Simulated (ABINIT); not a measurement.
# Positron calculation of Os (part 2 of 2)

Continued. System: Os (2 atoms in the cell). Method: Kohn-Sham DFT of a periodic cell, PBEsol, JTH PAW PBE v2.0, no spin polarisation (ABINIT 10.8.3); cutoff 299.33 eV, 8×8×4 k-mesh, fermi-dirac of 0.2 eV. The structure derives from an entry of the Crystallography Open Database.

Geometry of the input (Å; fractional positions):
```
2.7341  0.0000  0.0000
-1.3671  2.3678  0.0000
0.0000  0.0000  4.3197
Os 0.6667  0.3333  0.7500
Os 0.3333  0.6667  0.2500
```

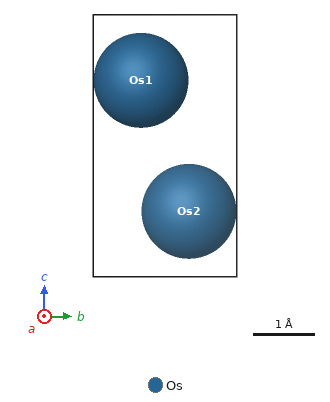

*The structure as given in the input (spheres-only view of the cell of the calculation, along the a axis; atoms are numbered from 1 in the order of the input).*

**Output, continued**
```
 cartesian forces (eV/Angstrom) at end:
    1     -0.00000000000000    -0.00000000000000    -0.00000000000000
    2      0.00000000000000     0.00000000000000    -0.00000000000000
 frms,max,avg= 8.1871698E-27 1.3925067E-26   0.000E+00  0.000E+00  0.000E+00 e/A
 length scales=  5.166700197300  5.166700197400  8.163049940500 bohr
              =  2.734099998124  2.734099998177  4.319699997045 angstroms
 Fermi (or HOMO) energy (hartree) =   0.35590   Average Vxc (hartree)=  -0.50415
 Eigenvalues (hartree) for nkpt=  30  k points:
 kpt#   1, nband= 12, wtk=  0.00391, kpt=  0.0000  0.0000  0.0000 (reduced coord)
  -0.04887    0.06858    0.24314    0.24314    0.25224    0.27420    0.27420    0.29796
   0.29796    0.35510    0.41793    0.41793
      occupation numbers for kpt#   1
   2.00000    2.00000    2.00000    2.00000    2.00000    1.99997    1.99997    1.99925
   1.99925    1.05393    0.00043    0.00043
 prteigrs : prtvol=0 or 1, do not print more k-points.

--- !EnergyTerms
iteration_state     : {dtset: 1, }
comment             : Components of total free energy in Hartree
kinetic             :  1.30719688760454E+01
hartree             :  9.63790238017532E-01
xc                  : -8.49186716512270E+00
Ewald energy        : -4.05949575915758E+01
psp_core            :  5.53051825810267E+00
local_psp           : -5.44583495239154E+00
PAW spherical_terms :  3.34887157444749E+00
internal            : -3.16175107624769E+01
'-kT*entropy'       : -5.14519579087134E-03
total_energy        : -3.16226559582678E+01
total_energy_eV     : -8.60496305404197E+02
...

--- !EnergyTermsDC
iteration_state     : {dtset: 1, }
comment             : '"Double-counting" decomposition of free energy'
band_energy         :  3.29857194949508E+00
Ewald energy        : -4.05949575915758E+01
psp_core            :  5.53051825810267E+00
xc_dc               : -2.73665118724755E+00
PAW spherical_terms :  2.88501630276580E+00
internal            : -3.16175022684598E+01
'-kT*entropy'       : -5.14519579087134E-03
total_energy_dc     : -3.16226474642506E+01
total_energy_dc_eV  : -8.60496074270216E+02
...

--- !EnergyTermsWithPAWCore
iteration_state     : {dtset: 1, }
comment             : 'Components of total free energy, including PAW core contributions'
Total energy        : -3.44987933702235E+04
Total energy DC     : -3.44987933617295E+04
Total energy (eV)   : -9.38759991417440E+05
Total energy DC (eV): -9.38759991186306E+05
...

 Cartesian components of stress tensor (hartree/bohr^3)
  sigma(1 1)=  8.54872120E-05  sigma(3 2)=  0.00000000E+00
  sigma(2 2)=  8.54872098E-05  sigma(3 1)=  0.00000000E+00
  sigma(3 3)=  6.11845323E-05  sigma(2 1)=  3.28431873E-13

-Cartesian components of stress tensor (GPa)         [Pressure= -2.2768E+00 GPa]
- sigma(1 1)=  2.51512061E+00  sigma(3 2)=  0.00000000E+00
- sigma(2 2)=  2.51512055E+00  sigma(3 1)=  0.00000000E+00
- sigma(3 3)=  1.80011109E+00  sigma(2 1)=  9.66279932E-09

================================================================================
== DATASET  2 ==================================================================

--- !DatasetInfo
iteration_state: {dtset: 2, }
dimensions: {natom: 2, nkpt: 1, mband: 1, nsppol: 1, nspinor: 1, nspden: 1, mpw: 157, }
cutoff_energies: {ecut:  11.0, pawecutdg:  22.0, }
electrons: {nelect:   1.00000000E+00, charge:   0.00000000E+00, occopt:   2.00000000E+00, tsmear:   1.00000000E-02, }
meta: {optdriver: 0, ionmov: 0, optcell: 0, iscf: 17, paral_kgb: 0, }
...

 mkfilename : getden/=0, take file _DEN from output of DATASET   1.

 Real(R)+Recip(G) space primitive vectors, cartesian coordinates (Bohr,Bohr^-1):
 R(1)=  5.1667002  0.0000000  0.0000000  G(1)=  0.1935471  0.1117445  0.0000000
 R(2)= -2.5833501  4.4744936  0.0000000  G(2)=  0.0000000  0.2234890  0.0000000
 R(3)=  0.0000000  0.0000000  8.1630499  G(3)=  0.0000000  0.0000000  0.1225032
 Unit cell volume ucvol=  1.8871639E+02 bohr^3
 Angles (23,13,12)=  9.00000000E+01  9.00000000E+01  1.20000000E+02 degrees

 Coarse grid specifications (used for wave-functions):

 getcut: wavevector=  0.0000  0.0000  0.0000  ngfft=  16  16  27
         ecut(hartree)=     11.000   => boxcut(ratio)=   2.07417

 Fine grid specifications (used for densities):

 getcut: wavevector=  0.0000  0.0000  0.0000  ngfft=  24  24  36
         ecut(hartree)=     22.000   => boxcut(ratio)=   2.08869

--- Pseudopotential description ------------------------------------------------
- pspini: atom type   1  psp file is ./Os.GGA_PBE-JTH.xml
 Pseudopotential format is: paw10
 basis_size (lnmax)=  6 (lmn_size= 18), orbitals=   0   0   1   1   2   2
 Spheres core radius: rc_sph= 2.51433382
 Shapefunction is SIN type: shapef(r)=[sin(pi*r/rshp)/(pi*r/rshp)]**2
 Radius for shape functions =  2.20742193
 Compensation charge density is not taken into account in XC energy/potential

--------------------------------------------------------------------------------

================================================================================

--- !BeginCycle
iteration_state: {dtset: 2, }
solver: {iscf: 17, nstep: 80, nline: 4, wfoptalg: 10, }
tolerances: {toldfe: 1.00E-09, }
...

     iter   Etot(hartree)      deltaE(h)  residm     nres2
 ETOT  1  -31.622132278079    -3.162E+01 3.035E+00 7.502E-01
 ETOT  2  -31.654055986018    -3.192E-02 4.103E-02 1.995E-01
 ETOT  3  -31.656551244699    -2.495E-03 6.116E-03 1.204E-03
 ETOT  4  -31.657513585266    -9.623E-04 1.876E-03 2.695E-04
 ETOT  5  -31.657884851259    -3.713E-04 6.267E-04 6.576E-06
 ETOT  6  -31.658029972753    -1.451E-04 3.000E-04 1.665E-06
 ETOT  7  -31.658086835388    -5.686E-05 9.184E-05 5.904E-08
 ETOT  8  -31.658109281656    -2.245E-05 4.713E-05 8.155E-08
 ETOT  9  -31.658118178154    -8.896E-06 1.481E-05 4.407E-09
 ETOT 10  -31.658121725379    -3.547E-06 7.552E-06 2.420E-09
 ETOT 11  -31.658123145364    -1.420E-06 2.398E-06 1.867E-09
 ETOT 12  -31.658123716844    -5.715E-07 1.233E-06 4.468E-11
 ETOT 13  -31.658123947637    -2.308E-07 3.967E-07 4.654E-11
 ETOT 14  -31.658124041291    -9.365E-08 2.046E-07 2.046E-11
 ETOT 15  -31.658124079405    -3.811E-08 6.637E-08 1.504E-11
 ETOT 16  -31.658124094980    -1.558E-08 3.442E-08 4.723E-12
 ETOT 17  -31.658124101360    -6.380E-09 1.122E-08 1.992E-12
 ETOT 18  -31.658124103982    -2.622E-09 5.850E-09 3.131E-12
 ETOT 19  -31.658124105062    -1.080E-09 1.909E-09 3.114E-12
 ETOT 20  -31.658124105507    -4.457E-10 1.002E-09 6.495E-12
 ETOT 21  -31.658124105692    -1.843E-10 3.265E-10 5.972E-13

 At SCF step   21, etot is converged :
  for the second time, diff in etot=  1.843E-10 < toldfe=  1.000E-09

--- !ResultsGS
iteration_state: {dtset: 2, }
comment   : Summary of ground state results
lattice_vectors:
- [  5.1667002,   0.0000000,   0.0000000, ]
- [ -2.5833501,   4.4744936,   0.0000000, ]
- [  0.0000000,   0.0000000,   8.1630499, ]
lattice_lengths: [   5.16670,    5.16670,    8.16305, ]
lattice_angles: [ 90.000,  90.000, 120.000, ] # degrees, (23, 13, 12)
lattice_volume:   1.8871639E+02
convergence: {deltae: -1.843E-10, res2:  5.972E-13, residm:  3.265E-10, diffor:  0.000E+00, }
etotal    :  -3.16581241E+01
entropy   :   0.00000000E+00
fermie    :  -3.54766414E-02
cartesian_stress_tensor: null
pressure_GPa: null
xred      :
- [  6.6667E-01,   3.3333E-01,   7.5000E-01, Os]
- [  3.3333E-01,   6.6667E-01,   2.5000E-01, Os]
cartesian_forces: null
force_length_stats: {min: null, max: null, mean: null, }
...

 Integrated electronic density in atomic spheres:
 ------------------------------------------------
 Atom  Sphere_radius  Integrated_density
    1        2.51433          0.17212852
    2        2.51433          0.17212852

--------------------------------------------------------------------------------
 Results for electron-positron annihilation:

 # Zero-positron density limit of Arponen and Pajanne fitted by Sterne & Kaiser
   Ref.: P.A. Sterne and J.H. Kaiser, Phys. Rev. B 43, 13892 (1991)
 # Enhancement factor of Sterne & Kaiser
   Ref.: P.A. Sterne and J.H. Kaiser, Phys. Rev. B 43, 13892 (1991)

 Positron lifetime                         (ps)   =  8.43161028E+01
 Positron lifetime with IPM for core elec. (ps)   =  8.77805883E+01
 Annihilation rate                         (ns-1) =  1.18601307E+01
 Annihilation rate with IPM for core elec. (ns-1) =  1.13920403E+01

 Annihilation rate core/valence decomposition:
   Core    contribution to ann.rate          (ns-1) =  3.50142915E+00
   Valence contribution to ann.rate          (ns-1) =  8.35870157E+00
   Core    contribution to ann.rate with IPM (ns-1) =  2.82083446E+00
   Valence contribution to ann.rate with IPM (ns-1) =  8.57120584E+00

 Annihilation rate PAW decomposition:
   Plane-wave contribution to ann.rate          (ns-1) =  8.81988182E+00
   Plane-wave valence contribution to ann.rate  (ns-1) =  8.24387076E+00
   On-site core contribution to ann.rate        (ns-1) =  2.92541809E+00
   On-site valence contribution to ann.rate     (ns-1) =  1.14830807E-01
   Plane-wave contribution to ann.rate with IPM (ns-1) =  8.60685522E+00
   Plane-wave core contrb. to ann.rate with IPM (ns-1) =  2.07226558E-01

      (*) IPM=Independent particle Model

================================================================================

 ----iterations are completed or convergence reached----

 Mean square residual over all n,k,spin=   32.646E-11; max=  32.646E-11
 reduced coordinates (array xred) for    2 atoms
       0.666666666667      0.333333333333      0.750000000000
       0.333333333333      0.666666666667      0.250000000000
 rms dE/dt=  0.0000E+00; max dE/dt=  0.0000E+00; dE/dt below (all hartree)
    1       0.000000000000      0.000000000000      0.000000000000
    2       0.000000000000      0.000000000000      0.000000000000

 cartesian coordinates (angstrom) at end:
    1      1.36704999905335     0.78926668498368     3.23977499778387
    2     -0.00000000001764     1.57853336996736     1.07992499926129
 length scales=  5.166700197300  5.166700197400  8.163049940500 bohr
              =  2.734099998124  2.734099998177  4.319699997045 angstroms
 Fermi (or HOMO) energy (hartree) =  -0.03548   Average Vxc (hartree)=  -0.38623
 Eigenvalues (hartree) for nkpt=   1  k points:
 kpt#   1, nband=  1, wtk=  1.00000, kpt=  0.0000  0.0000  0.0000 (reduced coord)
  -0.03548

--- !EnergyTerms
iteration_state     : {dtset: 2, }
comment             : Components of total free energy in Hartree
kinetic             :  3.85603234922474E-01
local_psp           : -5.02511477021114E-01
PAW spherical_terms :  2.42005195713213E-01
positronic          :  1.25096953614572E-01
electronic          : -3.16226474642506E+01
electron_positron_interaction: -1.60572300942646E-01
total_energy        : -3.16581228115787E+01
total_energy_eV     : -8.61461407648571E+02
...

--- !EnergyTermsDC
iteration_state     : {dtset: 2, }
comment             : '"Double-counting" decomposition of free energy'
band_energy         : -3.54766414407511E-02
PAW spherical_terms :  0.00000000000000E+00
electron_positron_dc:  1.60572300942498E-01
positronic          :  1.25095659501745E-01
electronic          : -3.16226474642506E+01
electron_positron_interaction: -1.60572300942646E-01
total_energy_dc     : -3.16581241056915E+01
total_energy_dc_eV  : -8.61461442863175E+02
...

== END DATASET(S) ==============================================================
================================================================================

 -outvars: echo values of variables after computation  --------
            acell      5.1667001973E+00  5.1667001974E+00  8.1630499405E+00 Bohr
           etotal1    -3.1622647464E+01
           etotal2    -3.1658124106E+01
            fcart1    -5.2115375778E-29 -2.7079943610E-28 -0.0000000000E+00
                       5.2115375778E-29  2.7079943610E-28 -0.0000000000E+00
            fcart2     9.9999999999E+99  9.9999999999E+99  9.9999999999E+99
                       9.9999999999E+99  9.9999999999E+99  9.9999999999E+99
            rprim      1.0000000000E+00  0.0000000000E+00  0.0000000000E+00
                      -5.0000000000E-01  8.6602540380E-01  0.0000000000E+00
                       0.0000000000E+00  0.0000000000E+00  1.0000000000E+00
           strten1     8.5487212022E-05  8.5487209828E-05  6.1184532290E-05
                       0.0000000000E+00  0.0000000000E+00  3.2843187344E-13
           strten2     9.9999999999E+99  9.9999999999E+99  9.9999999999E+99
                       9.9999999999E+99  9.9999999999E+99  9.9999999999E+99
           xangst      1.3670499991E+00  7.8926668498E-01  3.2397749978E+00
                      -1.7639297297E-11  1.5785333700E+00  1.0799249993E+00
             xred      6.6666666667E-01  3.3333333333E-01  7.5000000000E-01
                       3.3333333333E-01  6.6666666667E-01  2.5000000000E-01
 Calculation completed.
```

**Key numbers**

- outcome: converged
- space group (tolerance 0.01 Å): P6₃/mmc (194)
- electrons treated: 16
- free energy: −860.4961 eV
- positron lifetime (one of the program's estimates): 84.3 ps
- Fermi energy: 9.684 eV
- gap on the k-point mesh: none (metallic)
- pressure: −2.28 GPa
- largest force (length of the vector): under 0.001 eV/Å
- hardware: 1 thread of Intel Xeon @ 2.70GHz, 189 GiB of memory available, shared host
- wall time: 7.6 s
- peak memory: 0.07 GiB

**Remarks**

Points of doubt noted for this run: PAW basis incomplete for positron. Spin–orbit coupling is left out, which matters for Os.
